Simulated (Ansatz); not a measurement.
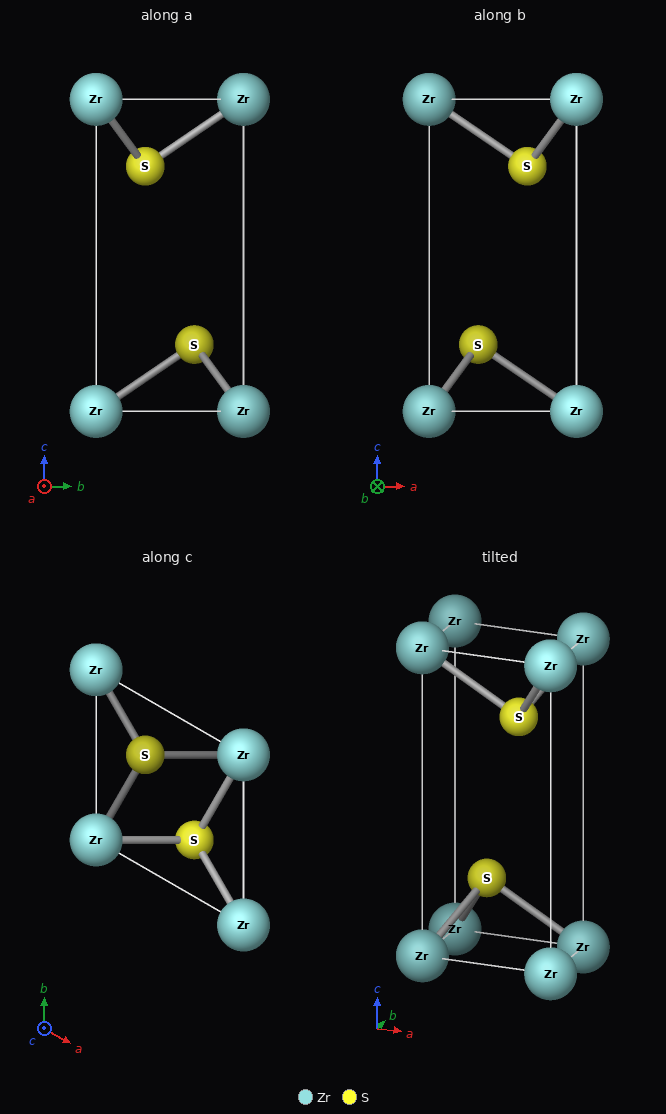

Structure drawing (ball-and-stick), viewed along the a axis, along the b axis, along the c axis and slightly off an axis. The edges of the conventional unit cell are marked.

Lattice parameters: a = 3.685 Å, b = 3.685 Å, c = 6.758 Å, α = 90.00°, β = 90.00°, γ = 120.00°. Put a along x and b in the xy plane.

### From the views, write a POSCAR file, with free fractional coordinates to two decimals.

```
Zr S
1.0
     3.685    0.000    0.000
    -1.843    3.191    0.000
     0.000    0.000    6.758
Zr S
1 2
Direct
  0.00 0.00 0.00
  0.3333 0.6667 0.21
  0.6667 0.3333 0.79
```

The structure was taken from a structure type known for this compound. Earlier steps of the study, as a rule a relaxation of our own, may have changed the cell and positions, so they can lie some per cent off the listed ones. It went into a calculation with Ansatz.
